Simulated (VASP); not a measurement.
Run report: Cu, geometry relaxation (part 3 of 3)

Continued. System: Cu (P6₃/mmc, 4 atoms in the cell). Method: Kohn-Sham DFT of a periodic cell, PBE, VASP PAW PBE potentials, recommended, no spin polarisation (VASP 6.6.1); cutoff 600 eV, 18×18×6 k-mesh, Gaussian smearing of 0.1 eV. The structure derives from a Materials Project entry.

Geometry of the input (Å; fractional positions):
```
2.5308  0.0000  0.0000
-1.2654  2.1917  0.0000
0.0000  0.0000  8.2618
Cu 0.0000  0.0000  0.0000
Cu 0.3333  0.6667  0.2500
Cu 0.0000  0.0000  0.5000
Cu 0.6667  0.3333  0.7500
```

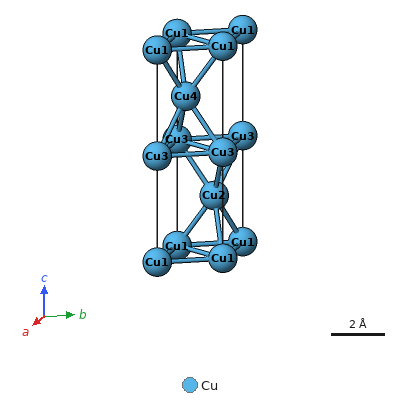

Fig. 1: The geometry at step 4 of the log (ball-and-stick view of the cell of the calculation, seen slightly off an axis; atoms are numbered from 1 in the order of the input).

## Parts of OUTCAR, continued
```
  FORCE on cell =-STRESS in cart. coord.  units (eV):
  Direction    XX          YY          ZZ          XY          YZ          ZX
  --------------------------------------------------------------------------------------
  -------------------------------------------------------------------------------------
  Total        0.0742159      0.0742159      0.0620516     -0.0000000      0.0000000      0.0000000
  in kB        2.4764220      2.4764220      2.0705263     -0.0000000      0.0000000      0.0000000
  external PRESSURE =       2.3411235 kB  Pullay stress =       0.0000000 kB

 VOLUME and BASIS-vectors are now :
 -----------------------------------------------------------------------------
  energy-cutoff  :      600.00
  volume of cell :       48.02
      direct lattice vectors                 reciprocal lattice vectors
     2.569581184 -0.000000000  0.000000000     0.389168479  0.224686526 -0.000000000
    -1.284790592  2.225322583 -0.000000000     0.000000000  0.449373052 -0.000000000
     0.000000000  0.000000000  8.397069689     0.000000000  0.000000000  0.119089163

 POSITION                                       TOTAL-FORCE (eV/Angst)
 -----------------------------------------------------------------------------------
      0.00000      0.00000      0.00000        -0.000000      0.000000      0.000000
     -0.00000      1.48355      2.09927         0.000000     -0.000000      0.000000
      0.00000      0.00000      4.19853        -0.000000      0.000000      0.000000
      1.28479      0.74177      6.29780        -0.000000      0.000000     -0.000000
 -----------------------------------------------------------------------------------
    total drift:                               -0.000000      0.000000      0.000000

  FREE ENERGIE OF THE ION-ELECTRON SYSTEM (eV)
  ---------------------------------------------------
  free  energy   TOTEN  =       -14.8963991850 eV

  energy  without entropy=      -14.8893020563  energy(sigma->0) =      -14.89285062

--------------------------------------- Ionic step        7  -------------------------------------------

 number of electron      43.9999984 magnetization

------------------------ aborting loop because EDIFF is reached ----------------------------------------

  FORCE on cell =-STRESS in cart. coord.  units (eV):
  Direction    XX          YY          ZZ          XY          YZ          ZX
  --------------------------------------------------------------------------------------
  -------------------------------------------------------------------------------------
  Total        0.0650330      0.0650330      0.0421464     -0.0000000      0.0000000     -0.0000000
  in kB        2.1699130      2.1699130      1.4062707     -0.0000000      0.0000000     -0.0000000
  external PRESSURE =       1.9153656 kB  Pullay stress =       0.0000000 kB

 VOLUME and BASIS-vectors are now :
 -----------------------------------------------------------------------------
  energy-cutoff  :      600.00
  volume of cell :       48.02
      direct lattice vectors                 reciprocal lattice vectors
     2.569614511 -0.000000000  0.000000000     0.389163431  0.224683612 -0.000000000
    -1.284807256  2.225351445 -0.000000000     0.000000000  0.449367224 -0.000000000
     0.000000000  0.000000000  8.397212318     0.000000000  0.000000000  0.119087140

 POSITION                                       TOTAL-FORCE (eV/Angst)
 -----------------------------------------------------------------------------------
      0.00000      0.00000      0.00000        -0.000000      0.000000      0.000000
     -0.00000      1.48357      2.09930         0.000000      0.000000     -0.000000
      0.00000      0.00000      4.19861        -0.000000     -0.000000      0.000000
      1.28481      0.74178      6.29791        -0.000000     -0.000000      0.000000
 -----------------------------------------------------------------------------------
    total drift:                               -0.000000      0.000000      0.000000

  FREE ENERGIE OF THE ION-ELECTRON SYSTEM (eV)
  ---------------------------------------------------
  free  energy   TOTEN  =       -14.8964014626 eV

  energy  without entropy=      -14.8893045406  energy(sigma->0) =      -14.89285300

--------------------------------------- Ionic step        8  -------------------------------------------

 number of electron      43.9999984 magnetization

------------------------ aborting loop because EDIFF is reached ----------------------------------------

  FORCE on cell =-STRESS in cart. coord.  units (eV):
  Direction    XX          YY          ZZ          XY          YZ          ZX
  --------------------------------------------------------------------------------------
  -------------------------------------------------------------------------------------
  Total        0.0378456      0.0378456      0.0194895     -0.0000000      0.0000000      0.0000000
  in kB        1.2626069      1.2626069      0.6502101     -0.0000000      0.0000000      0.0000000
  external PRESSURE =       1.0584746 kB  Pullay stress =       0.0000000 kB

 VOLUME and BASIS-vectors are now :
 -----------------------------------------------------------------------------
  energy-cutoff  :      600.00
  volume of cell :       48.02
      direct lattice vectors                 reciprocal lattice vectors
     2.569714491 -0.000000000  0.000000000     0.389148290  0.224674870 -0.000000000
    -1.284857246  2.225438030 -0.000000000     0.000000000  0.449349740 -0.000000000
     0.000000000  0.000000000  8.397640204     0.000000000  0.000000000  0.119081072

 POSITION                                       TOTAL-FORCE (eV/Angst)
 -----------------------------------------------------------------------------------
      0.00000      0.00000      0.00000         0.000000     -0.000000      0.000000
     -0.00000      1.48363      2.09941        -0.000000      0.000000     -0.000000
      0.00000      0.00000      4.19882         0.000000      0.000000      0.000000
      1.28486      0.74181      6.29823         0.000000     -0.000000      0.000000
 -----------------------------------------------------------------------------------
    total drift:                               -0.000000      0.000000      0.000000

  FREE ENERGIE OF THE ION-ELECTRON SYSTEM (eV)
  ---------------------------------------------------
  free  energy   TOTEN  =       -14.8964069146 eV

  energy  without entropy=      -14.8893096123  energy(sigma->0) =      -14.89285826

--------------------------------------- Ionic step        9  -------------------------------------------

 number of electron      43.9999984 magnetization

 Free energy of the ion-electron system (eV)
  ---------------------------------------------------
  ext. energy  EPLUGINS =         0.00000000
  ---------------------------------------------------
  free energy    TOTEN  =       -14.89641567 eV

  energy without entropy =      -14.88931780  energy(sigma->0) =      -14.89286673

 E-fermi :   7.3363     XC(G=0): -12.6289     alpha+bet :-13.2020

 val. band max:        7.3345741741   @ k =   0.3889   0.0556   0.0000
 cond. band min:       7.3589247994   @ k =   0.2222   0.2222   0.0000
 fundamental gap:      0.0243506253
 Fermi energy:         7.3363466808

 k-point     1 :       0.0000    0.0000    0.0000
  band No.  band energies     occupation
      1      -1.8444      2.00000
      2       0.2491      2.00000
      3       0.2574      2.00000
      4       2.3957      2.00000
      5       4.1652      2.00000
      6       4.1679      2.00000
      7       4.3845      2.00000
      8       4.3845      2.00000
      9       4.3917      2.00000
     10       4.3917      2.00000
     11       4.4017      2.00000
     12       4.5672      2.00000
     13       4.5672      2.00000
     14       4.5935      2.00000
     15       4.5935      2.00000
     16       5.0573      2.00000
     17       5.0573      2.00000
     18       5.2947      2.00000
     19       5.2947      2.00000
     20       5.4479      2.00000
     21       5.4479      2.00000
     22       5.7244      2.00000
     23       5.7244      2.00000
     24       6.4217      2.00000
     25      11.0457      0.00000
     26      19.6725      0.00000

 k-point     2 :       0.0556   -0.0000    0.0000
  band No.  band energies     occupation
      1      -1.7455      2.00000
      2       0.3379      2.00000
      3       0.3461      2.00000
      4       2.4544      2.00000
      5       4.1158      2.00000
      6       4.1443      2.00000
      7       4.3596      2.00000
      8       4.3625      2.00000
      9       4.3944      2.00000
     10       4.4165      2.00000
     11       4.4183      2.00000
     12       4.5695      2.00000
     13       4.6003      2.00000
     14       4.6094      2.00000
     15       4.6242      2.00000
     16       5.0063      2.00000
     17       5.0295      2.00000
     18       5.3046      2.00000
     19       5.3240      2.00000
     20       5.4063      2.00000
     21       5.4446      2.00000
     22       5.4715      2.00000
     23       5.7285      2.00000
     24       6.8800      2.00000
     25      11.0721      0.00000
     26      19.7510      0.00000

 k-point     3 :       0.1111   -0.0000    0.0000
  band No.  band energies     occupation
      1      -1.4515      2.00000
      2       0.5980      2.00000
      3       0.6059      2.00000
      4       2.6198      2.00000
      5       4.0055      2.00000
      6       4.0834      2.00000
      7       4.2762      2.00000
      8       4.2852      2.00000
      9       4.3547      2.00000
     10       4.4909      2.00000
     11       4.5079      2.00000
     12       4.5824      2.00000
     13       4.6506      2.00000
     14       4.6970      2.00000
     15       4.7136      2.00000
     16       4.7941      2.00000
     17       4.9657      2.00000
     18       5.0374      2.00000
     19       5.3222      2.00000
     20       5.4367      2.00000
     21       5.4765      2.00000
     22       5.5432      2.00000
     23       5.7398      2.00000
     24       7.6625      0.00000
     25      11.1570      0.00000
     26      19.9820      0.00000

 k-point     4 :       0.1667   -0.0000    0.0000
  band No.  band energies     occupation
      1      -0.9717      2.00000
      2       1.0067      2.00000
      3       1.0142      2.00000
      4       2.8569      2.00000
      5       3.8838      2.00000
      6       3.9971      2.00000
      7       4.1294      2.00000
      8       4.1743      2.00000
      9       4.2948      2.00000
     10       4.4807      2.00000
     11       4.5682      2.00000
     12       4.5806      2.00000
     13       4.6439      2.00000
     14       4.7506      2.00000
     15       4.8489      2.00000
     16       4.8540      2.00000
     17       4.9048      2.00000
     18       4.9052      2.00000
     19       5.3385      2.00000
     20       5.4317      2.00000
     21       5.6277      2.00000
     22       5.6597      2.00000
     23       5.7558      2.00000
     24       8.5685      0.00000
     25      11.3157      0.00000
     26      20.3148      0.00000

 k-point     5 :       0.2222   -0.0000    0.0000
  band No.  band energies     occupation
      1      -0.3247      2.00000
      2       1.5127      2.00000
      3       1.5195      2.00000
      4       3.0918      2.00000
      5       3.7873      2.00000
      6       3.8501      2.00000
      7       3.9565      2.00000
      8       4.0473      2.00000
      9       4.2942      2.00000
     10       4.3308      2.00000
     11       4.5263      2.00000
     12       4.6138      2.00000
     13       4.7954      2.00000
     14       4.8107      2.00000
     15       4.9098      2.00000
     16       4.9191      2.00000
     17       5.0300      2.00000
     18       5.0459      2.00000
     19       5.3641      2.00000
     20       5.4442      2.00000
     21       5.7730      2.00000
     22       5.7960      2.00000
     23       5.8119      2.00000
     24       9.5756      0.00000
     25      11.5696      0.00000
     26      18.7745      0.00000

 [... the levels of 18 k-points are left out ...]

 k-point    24 :       0.3889    0.1111    0.0000
  band No.  band energies     occupation
      1       2.5443      2.00000
      2       2.7010      2.00000
      3       2.9482      2.00000
      4       3.1753      2.00000
      5       3.4848      2.00000
      6       3.5056      2.00000
      7       3.6185      2.00000
      8       4.0817      2.00000
      9       4.1356      2.00000
     10       4.3517      2.00000
     11       4.6535      2.00000
     12       4.8538      2.00000
     13       5.0684      2.00000
     14       5.2452      2.00000
     15       5.2731      2.00000
     16       5.6291      2.00000
     17       5.6578      2.00000
     18       5.7082      2.00000
     19       5.7883      2.00000
     20       5.8574      2.00000
     21       7.0230      1.99999
     22       8.1062      0.00000
     23       8.1328      0.00000
     24      10.2337      0.00000
     25      12.6482      0.00000
     26      12.7098      0.00000

 [... further k-points ...]

------------------------ aborting loop because EDIFF is reached ----------------------------------------

  FORCE on cell =-STRESS in cart. coord.  units (eV):
  Direction    XX          YY          ZZ          XY          YZ          ZX
  --------------------------------------------------------------------------------------
  -------------------------------------------------------------------------------------
  Total        0.0136674      0.0136674     -0.0071394     -0.0000000      0.0000000      0.0000000
  in kB        0.4558546      0.4558546     -0.2381226     -0.0000000      0.0000000      0.0000000
  external PRESSURE =       0.2245288 kB  Pullay stress =       0.0000000 kB

 VOLUME and BASIS-vectors are now :
 -----------------------------------------------------------------------------
  energy-cutoff  :      600.00
  volume of cell :       48.04
      direct lattice vectors                 reciprocal lattice vectors
     2.569914452 -0.000000000  0.000000000     0.389118011  0.224657388 -0.000000000
    -1.284957226  2.225611201 -0.000000000     0.000000000  0.449314777 -0.000000000
    -0.000000000  0.000000000  8.398495976     0.000000000  0.000000000  0.119068938

 POSITION                                       TOTAL-FORCE (eV/Angst)
 -----------------------------------------------------------------------------------
      0.00000      0.00000      0.00000         0.000000     -0.000000      0.000000
     -0.00000      1.48374      2.09962        -0.000000      0.000000     -0.000000
      0.00000      0.00000      4.19925         0.000000      0.000000      0.000000
      1.28496      0.74187      6.29887         0.000000      0.000000     -0.000000
 -----------------------------------------------------------------------------------
    total drift:                               -0.000000      0.000000      0.000000

  FREE ENERGIE OF THE ION-ELECTRON SYSTEM (eV)
  ---------------------------------------------------
  free  energy   TOTEN  =       -14.8964156658 eV

  energy  without entropy=      -14.8893177979  energy(sigma->0) =      -14.89286673

 reached required accuracy - stopping structural energy minimisation
```

## CONTCAR
```
Cu
   1.00000000000000
     2.5699144520059582   -0.0000000000008959    0.0000000000000000
    -1.2849572260545286    2.2256112009840936   -0.0000000000000000
    -0.0000000000000000    0.0000000000000000    8.3984959756095598
  Cu
     4
Direct
     0.0000000000000000    0.0000000000000000    0.0000000000000000
     0.3333333300000021    0.6666666699999979    0.2500000000000000
     0.0000000000000000    0.0000000000000000    0.5000000000000000
     0.6666666699999979    0.3333333300000021    0.7500000000000000

  0.00000000E+00  0.00000000E+00  0.00000000E+00
  0.00000000E+00  0.00000000E+00  0.00000000E+00
  0.00000000E+00  0.00000000E+00  0.00000000E+00
  0.00000000E+00  0.00000000E+00  0.00000000E+00
```

## Trajectory as extended XYZ (Å, eV, eV/Å), 9 frames, from step=0 to step=8
```
4
Lattice="2.5308 0.0000 0.0000 -1.2654 2.1917 0.0000 0.0000 0.0000 8.2618" Properties=species:S:1:pos:R:3:forces:R:3 step=0 energy=-14.84706
Cu    0.0000    0.0000    0.0000    0.0000   0.0000   0.0000
Cu    0.0000    1.4611    2.0655    0.0000   0.0000   0.0000
Cu    0.0000    0.0000    4.1309    0.0000   0.0000   0.0000
Cu    1.2654    0.7306    6.1964    0.0000   0.0000   0.0000
4
Lattice="2.5965 -0.0000 0.0000 -1.2983 2.2487 -0.0000 0.0000 0.0000 8.4807" Properties=species:S:1:pos:R:3:forces:R:3 step=1 energy=-14.87897
Cu    0.0000    0.0000    0.0000    0.0000   0.0000   0.0000
Cu    0.0000    1.4991    2.1202    0.0000   0.0000   0.0000
Cu    0.0000    0.0000    4.2403    0.0000   0.0000   0.0000
Cu    1.2983    0.7496    6.3605    0.0000   0.0000   0.0000
4
Lattice="2.5714 -0.0000 0.0000 -1.2857 2.2269 -0.0000 0.0000 0.0000 8.3970" Properties=species:S:1:pos:R:3:forces:R:3 step=2 energy=-14.89643
Cu   -1.2857    2.2269    0.0000    0.0000   0.0000   0.0000
Cu    0.0000    1.4846    2.0993    0.0000   0.0000   0.0000
Cu   -1.2857    2.2269    4.1985    0.0000   0.0000   0.0000
Cu    1.2857    0.7423    6.2978    0.0000   0.0000   0.0000
4
Lattice="2.5701 -0.0000 0.0000 -1.2851 2.2258 -0.0000 0.0000 0.0000 8.3929" Properties=species:S:1:pos:R:3:forces:R:3 step=3 energy=-14.89640
Cu    0.0000    0.0000    0.0000    0.0000   0.0000   0.0000
Cu    0.0000    1.4839    2.0982    0.0000   0.0000   0.0000
Cu    0.0000    0.0000    4.1964    0.0000   0.0000   0.0000
Cu    1.2851    0.7419    6.2946    0.0000   0.0000   0.0000
4
Lattice="2.5700 -0.0000 0.0000 -1.2850 2.2257 -0.0000 0.0000 0.0000 8.3939" Properties=species:S:1:pos:R:3:forces:R:3 step=4 energy=-14.89640
Cu    0.0000    0.0000    0.0000    0.0000   0.0000   0.0000
Cu    0.0000    1.4838    2.0985    0.0000   0.0000   0.0000
Cu   -1.2850    2.2257    4.1970    0.0000   0.0000   0.0000
Cu    1.2850    0.7419    6.2954    0.0000   0.0000   0.0000
4
Lattice="2.5696 -0.0000 0.0000 -1.2848 2.2253 -0.0000 0.0000 0.0000 8.3971" Properties=species:S:1:pos:R:3:forces:R:3 step=5 energy=-14.89640
Cu    0.0000    0.0000    0.0000    0.0000   0.0000   0.0000
Cu    0.0000    1.4835    2.0993    0.0000   0.0000   0.0000
Cu    0.0000    0.0000    4.1985    0.0000   0.0000   0.0000
Cu    1.2848    0.7418    6.2978    0.0000   0.0000   0.0000
4
Lattice="2.5696 -0.0000 0.0000 -1.2848 2.2254 -0.0000 0.0000 0.0000 8.3972" Properties=species:S:1:pos:R:3:forces:R:3 step=6 energy=-14.89640
Cu    0.0000    0.0000    0.0000    0.0000   0.0000   0.0000
Cu    0.0000    1.4836    2.0993    0.0000   0.0000   0.0000
Cu    0.0000    0.0000    4.1986    0.0000   0.0000   0.0000
Cu    1.2848    0.7418    6.2979    0.0000   0.0000   0.0000
4
Lattice="2.5697 -0.0000 0.0000 -1.2849 2.2254 -0.0000 0.0000 0.0000 8.3976" Properties=species:S:1:pos:R:3:forces:R:3 step=7 energy=-14.89641
Cu    0.0000    0.0000    0.0000    0.0000   0.0000   0.0000
Cu    0.0000    1.4836    2.0994    0.0000   0.0000   0.0000
Cu    0.0000    0.0000    4.1988    0.0000   0.0000   0.0000
Cu    1.2849    0.7418    6.2982    0.0000   0.0000   0.0000
4
Lattice="2.5699 -0.0000 0.0000 -1.2850 2.2256 -0.0000 -0.0000 0.0000 8.3985" Properties=species:S:1:pos:R:3:forces:R:3 step=8 energy=-14.89642
Cu    0.0000    0.0000    0.0000    0.0000   0.0000   0.0000
Cu    0.0000    1.4837    2.0996    0.0000   0.0000   0.0000
Cu    0.0000    0.0000    4.1992    0.0000   0.0000   0.0000
Cu    1.2850    0.7419    6.2989    0.0000   0.0000   0.0000
```
